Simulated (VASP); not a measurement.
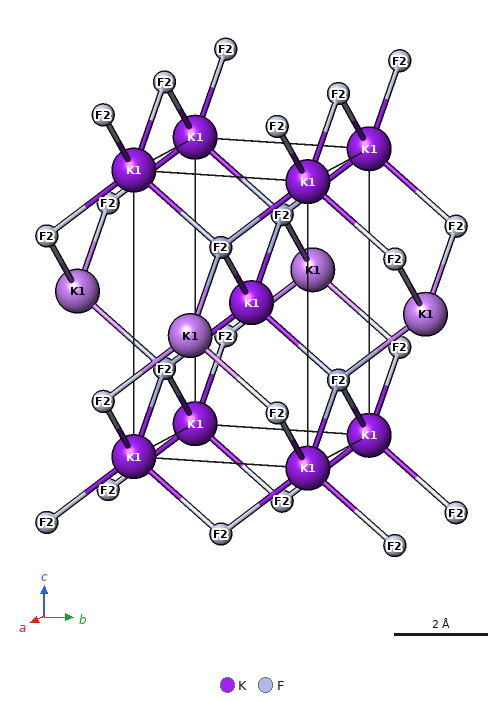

Figure 1. The structure as given in the input (ball-and-stick view of the cell 2 times as large as that of the calculation, set on its symmetry axes, seen slightly off an axis; neighbours outside the cell are drawn fainter; atoms are numbered from 1 in the order of the input).

**What a change does: band-structure calculation on KF**

System: KF (I-4m2, 2 atoms in the cell).
Method of run A: DFT, PBE, plane waves, PAW (VASP 6.6.1).

The structure was built on a prototype by a generator. The geometry comes from this level: r2SCAN (a point of a series of strains). 

INCAR, run A:
```
ENCUT = 520.000000
SIGMA = 0.020000
EDIFF = 1.00e-07
GGA = PE
PREC = Accurate
IBRION = -1
ISIF = 2
ISMEAR = -1
NBANDS = 15
NELM = 120
NSW = 0
LASPH = .TRUE.
LCHARG = .FALSE.
LWAVE = .FALSE.
LREAL = .FALSE.
```

KPOINTS, run A:
```
KPOINTS created by Atomic Simulation Environment
0
Gamma
8 8 8
0 0 0
```

KPOINTS_OPT, run A:
```
special points
6
Reciprocal
0.0000000000 0.0000000000 0.0000000000 1
-0.5000000000 -0.5000000000 0.0000000000 1
-0.3750000000 -0.3750000000 0.2500000000 1
-0.3750000000 0.0000000000 0.3750000000 1
0.0000000000 0.0000000000 0.5000000000 1
-0.5000000000 -0.2500000000 0.2500000000 1
```

POSCAR, run A:
```
K  F
 1.0000000000000000
     0.0000000000000000    2.8106468691000002    3.1432521659999999
     2.8106468691000002    0.0000000000000000    3.1432521659999999
     2.8106468691000002    2.8106468691000002    0.0000000000000000
 K   F
   1   1
Cartesian
  0.0000000000000000  0.0000000000000000  0.0000000000000000
  1.4053234345500001  1.4053234345500001  1.5716260830000004
```

Launched with:
```bash
mpirun -np 1 vasp_std
```

Hardware: 1 CPU thread, shared host.

OSZICAR and lines of OUTCAR (run A):
```
N       E                     dE             d eps       ncg     rms          rms(c)
DAV:   1     0.111427902966E+03    0.11143E+03   -0.78809E+03  1770   0.995E+02
DAV:   2    -0.467021431721E+01   -0.11610E+03   -0.10637E+03  2241   0.275E+02
DAV:   3    -0.952055455532E+01   -0.48503E+01   -0.48293E+01  2418   0.516E+01
DAV:   4    -0.967557945854E+01   -0.15502E+00   -0.15501E+00  2420   0.834E+00
DAV:   5    -0.967648135892E+01   -0.90190E-03   -0.90189E-03  2466   0.765E-01    0.686E+00
DAV:   6    -0.815079744760E+01    0.15257E+01   -0.45719E+00  1973   0.161E+01    0.398E+00
DAV:   7    -0.810800113304E+01    0.42796E-01   -0.12332E-01  2108   0.256E+00    0.235E+00
DAV:   8    -0.810614277083E+01    0.18584E-02   -0.77920E-02  1903   0.261E+00    0.320E-01
DAV:   9    -0.810949362927E+01   -0.33509E-02   -0.84429E-03  2244   0.589E-01    0.147E-01
DAV:  10    -0.811142126408E+01   -0.19276E-02   -0.23137E-03  1826   0.406E-01    0.598E-02
DAV:  11    -0.811136556996E+01    0.55694E-04   -0.18710E-04  2458   0.108E-01    0.171E-02
DAV:  12    -0.811137589999E+01   -0.10330E-04   -0.16258E-05  1921   0.325E-02    0.430E-03
DAV:  13    -0.811137730058E+01   -0.14006E-05   -0.19974E-06  2301   0.104E-02    0.252E-03
DAV:  14    -0.811137726205E+01    0.38525E-07   -0.32337E-07  2344   0.424E-03
   1 F= -.81113773E+01 E0= -.81113773E+01  d E =-.404198E-12
       N       E                     dE             ncg
DAV:   1     0.597893629961E+03   -0.33640E+04      180
DAV:   2    -0.472908011526E+02   -0.64518E+03      236
DAV:   3    -0.764359473758E+02   -0.29145E+02      244
DAV:   4    -0.773378651180E+02   -0.90192E+00      248
DAV:   5    -0.773429193396E+02   -0.50542E-02      237
DAV:   6    -0.773430054656E+02   -0.86126E-04      255
DAV:   7    -0.773430057309E+02   -0.26526E-06      236
DAV:   8    -0.773430057319E+02   -0.10573E-08      167
[... from OUTCAR:]
   NELECT =      16.0000    total number of electrons
 E-fermi :  -3.0623
  free  energy   TOTEN  =        -8.1113772621 eV
  energy  without entropy=       -8.1113772621  energy(sigma->0) =       -8.11137726
```

The input of run B differs as follows (lines with − go, lines with + come):
```diff
-SIGMA = 0.020000
+SIGMA = 0.010000
-GGA = PE
+ALGO = Normal
+METAGGA = R2SCAN
-ISMEAR = -1
+ISMEAR = 0
```

Predict how the results change.

The total energies belong to different methods, so their difference says nothing on which is more stable or more accurate. The gap on the mesh goes from 5.17 to 5.76 eV. The pressure goes from 1.23 to 0.27 GPa. The functional changes from PBE to R2SCAN. The SCF takes 16 iterations against 14.

OSZICAR and lines of OUTCAR (run B):
```
N       E                     dE             d eps       ncg     rms          rms(c)
DAV:   1     0.102861510778E+03    0.10286E+03   -0.80443E+03  1770   0.102E+03
DAV:   2    -0.157060550761E+02   -0.11857E+03   -0.10840E+03  2289   0.289E+02
DAV:   3    -0.208249904661E+02   -0.51189E+01   -0.50913E+01  2456   0.536E+01
DAV:   4    -0.210033202921E+02   -0.17833E+00   -0.17831E+00  2423   0.915E+00
DAV:   5    -0.210046657779E+02   -0.13455E-02   -0.13455E-02  2462   0.895E-01    0.624E+00
DAV:   6    -0.146888826909E+02    0.63158E+01   -0.23761E+00  2779   0.157E+01    0.230E+00
DAV:   7    -0.146764779747E+02    0.12405E-01   -0.57649E-01  1924   0.557E+00    0.217E+00
[...]
   1 F= -.14701337E+02 E0= -.14701337E+02  d E =-.619592E-21
       N       E                     dE             ncg
DAV:   1     0.536956666666E+03   -0.34250E+04      180
DAV:   2    -0.128885614548E+03   -0.66584E+03      243
DAV:   3    -0.157789930126E+03   -0.28904E+02      251
DAV:   4    -0.158687558147E+03   -0.89763E+00      248
DAV:   5    -0.158693590270E+03   -0.60321E-02      244
DAV:   6    -0.158693711272E+03   -0.12100E-03      248
DAV:   7    -0.158693711652E+03   -0.38007E-06      243
DAV:   8    -0.158693711655E+03   -0.25148E-08      160
[... from OUTCAR:]
   NELECT =      16.0000    total number of electrons
 E-fermi :  -4.0059
  free  energy   TOTEN  =       -14.7013374894 eV
  energy  without entropy=      -14.7013374894  energy(sigma->0) =      -14.70133749
```

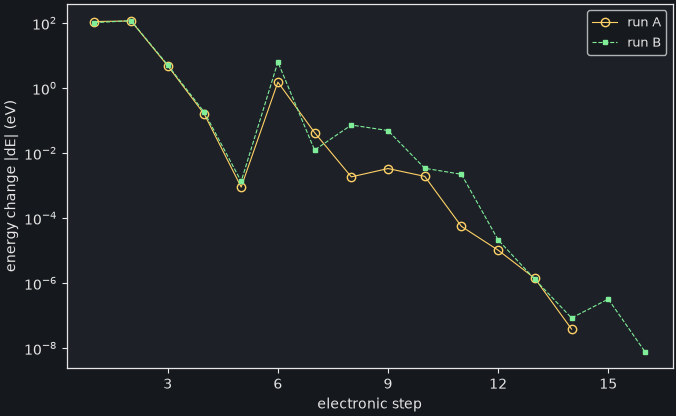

Figure 2. Convergence of the two runs: energy change |dE| against the electronic step. Run A takes 14 steps in all, and run B takes 16.

The two runs side by side:

| quantity | run A | run B |
| --- | --- | --- |
| outcome | converged | converged |
| free energy per atom (eV) | −4.0557 | −7.3507 |
| gap on the mesh (eV) | 5.17 | 5.76 |
| pressure (GPa) | 1.23 | 0.27 |
| largest force (eV/Å) | 0.000 | 0.000 |
| SCF iterations | 14 | 16 |
| irreducible k-points | 59 | 59 |
